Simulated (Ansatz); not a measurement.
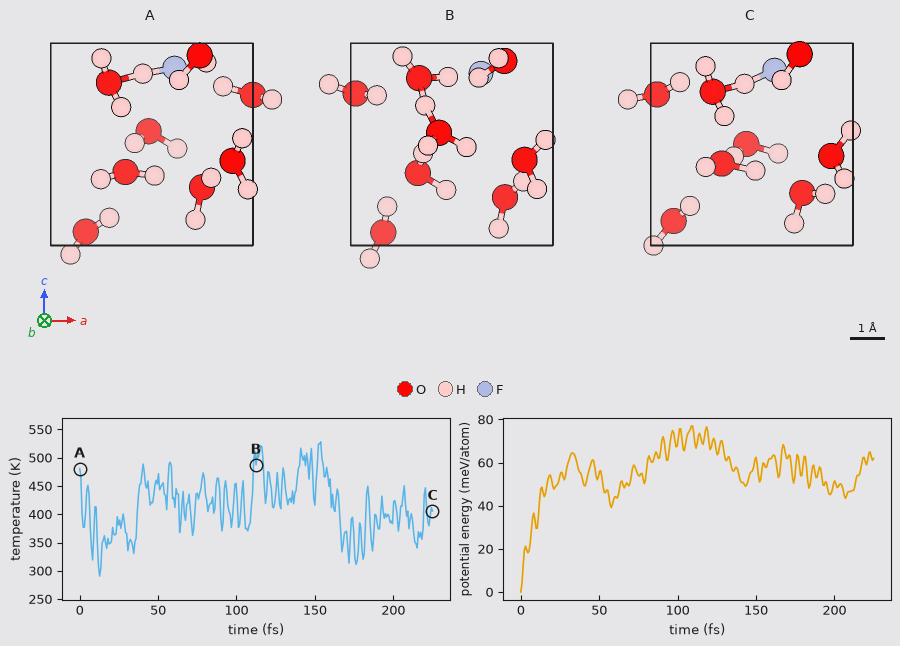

First-principles dynamics of a periodic cell with 8 H2O + 1 HF at 1.243 g/cm³, 225 fs long. Frames (A at 0 fs, B at 112 fs, C at 225 fs) and the history of the run. The picture is a ball-and-stick view of the simulation cell, seen along the b axis. Atoms that leave the cell re-enter on the other side.

The calculation used DFT PBEsol, scalar-relativistic, plane waves, PAW (Ansatz 0.2.0). Settings: plane-wave cutoff 420 eV; k-point mesh 1 × 1 × 1; Fermi-Dirac smearing 0.02 eV; low-accuracy preset; Langevin thermostat (NVT); set temperature 500 K; time step 0.75 fs; friction 0.02 per fs.

### What happens in this trajectory?

Root-mean-square distances from the starting positions over the second half, with the common drift of all atoms taken out: H 0.57 Å, O 0.46 Å, F 0.31 Å. The heavy atoms stay within a fraction of a molecule's size of their starting places; so short a run doesn't tell a liquid from a solid. Bond changes: one H–O bond forms at about 91 fs; one H–O bond breaks at about 133 fs. The mean temperature in the second half is 420 K (standard deviation 52 K). The potential energy in the second half lies on average 57.8 meV per atom above the first frame.

Limits of the set-up: the program's low-accuracy preset was used; the periodic images lie only 6.0 Å apart, so the values are limited by the cell's size.

Cost: 5.5 min on 1 thread of Intel(R) Xeon(R) Platinum 8488C (Sapphire Rapids) (shared host), peak memory 0.43 GiB.
